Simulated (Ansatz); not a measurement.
# SrO: what the fields show

Input file:

```
crystal:
  lattice:
    - [3.5769478779, 0.0, 0.0]
    - [-1.788473939, 3.0977277303, 0.0]
    - [0.0, 0.0, 6.2426216355]
  atoms:
    - { symbol: Sr, position: [0.3333333333, 0.6666666667, 0.25] }
    - { symbol: Sr, position: [0.6666666667, 0.3333333333, 0.75] }
    - { symbol: O, position: [-0.0544144042, -0.0690183317, 0.0] }
    - { symbol: O, position: [0.0544144042, 0.0690183317, 0.5] }
basis:
  ecutwfc: 520.0
kpoints:
  mp_grid: { grid: [9, 9, 4] }
hamiltonian:
  xc: pbe
scf:
  occupations: { method: gaussian, width: 0.05 }
output:
  forces: true
  stress: true
  eigenvalues: true
  write_density: true
  write_potential: true
  elf: true
  volumetric_format: npy
```

Launched as:

```sh
ansatz run input.yaml --threads 1 --pin off --max-ram 2048MiB --backend cpu --events-out ev --progress --plain --runs-dir out
```

Below, planes, directions and counts refer to the conventional cell (a = 3.58 Å, b = 6.24 Å, c = 3.58 Å, α = 90.00°, β = 120.00°, γ = 90.00°).

Space group P2₁; a structure from a database of computed crystals, not necessarily the ambient phase; not relaxed (largest force 0.5 eV/Å).

Theory: Ansatz, DFT PBE, scalar-relativistic, plane waves, PAW.

In a PAW calculation such maps are meaningful between the atoms, not at the nuclei.

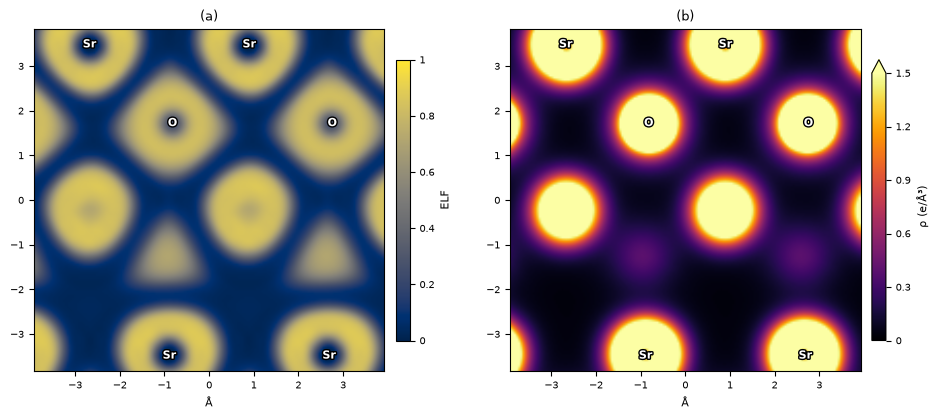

Figure 1. (a) electron localisation function; (b) valence electron density on the (011) plane of the conventional cell.

**Read the bonding off the picture.**

Atoms in the plane: Sr and O. Atoms just off the plane (Sr, 0.5 Å away) can leave unmarked features too. Sr–O (2.56 Å): ρ is about 0.24 e/Å³ halfway; the ELF is about 0.10 at the midpoint; an ionic contact with no shared pair. Between the atoms the lowest density in this plane is 0.03 e/Å³. The features right at Sr lie inside the PAW spheres, where the map follows smoothed inner orbitals and isn't to be read closely.

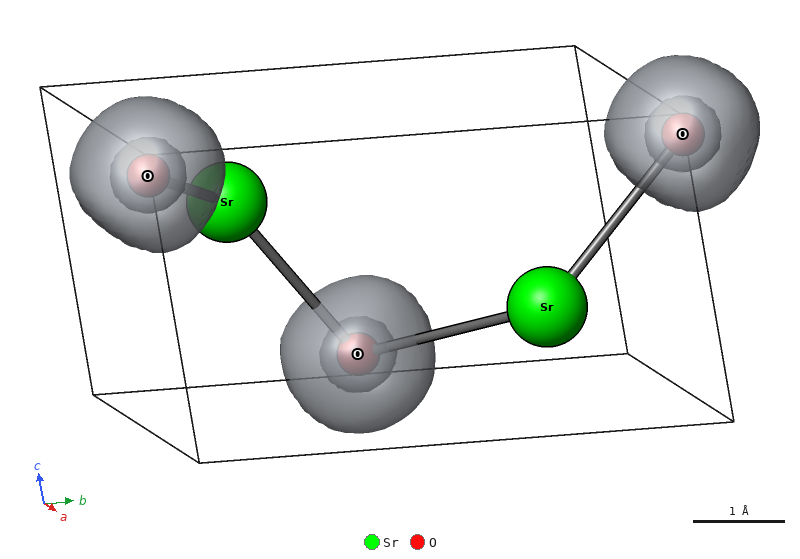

Figure 2. Isosurface of the ELF at 0.75 (grey), seen slightly off an axis. Core shells and regions of very low density are left out. Sticks mark near contacts.

**Where are the electrons localised?**

The ELF exceeds this value in two regions wrapped around O (the valence shell of each), counted in one cell of 4 atoms. Any copies at cell faces, edges or corners count once. Along the contacts the grid gives the following. Sr–O (2.42 Å): the ELF is about 0.10 at the midpoint (a closed-shell, largely ionic contact).

**Metal or insulator at this level of theory?**

It is gapped, with a Kohn–Sham gap of 3.1 eV on the k-point mesh, an upper bound to the gap of this method.
